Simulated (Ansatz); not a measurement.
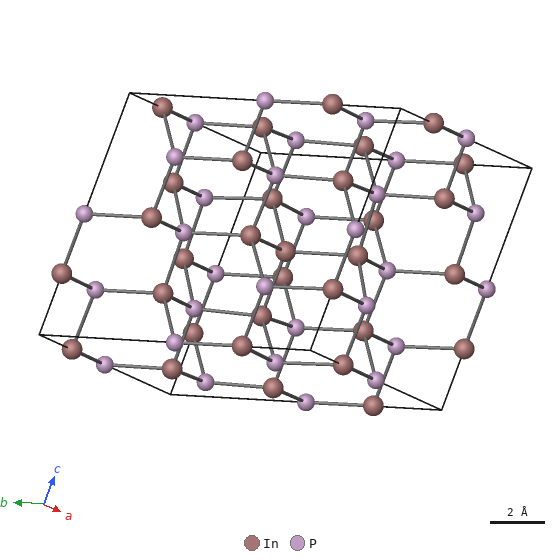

Ball-and-stick representation of a periodic structure, projected from a general direction. One supercell is outlined, and atoms on its boundary appear in each equivalent place. The host is InP, in a cell of 32 sites, and the cell is neutral.

What defect is present?

Answer. Indium on a phosphorus site (an antisite). It is bonded to four In in a tetrahedral arrangement at about 2.8 Å.

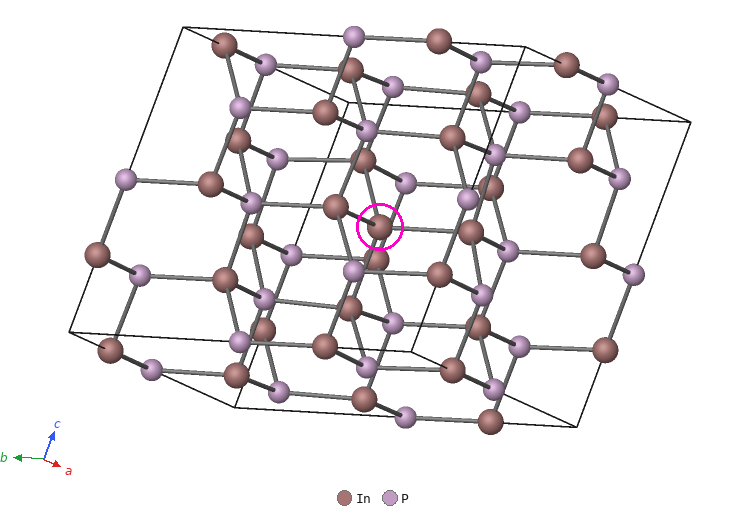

The same cell with a ring at the defect's site.

The atoms were relaxed in the host's cell with DFT PBE, scalar-relativistic, plane waves, PAW in Ansatz.
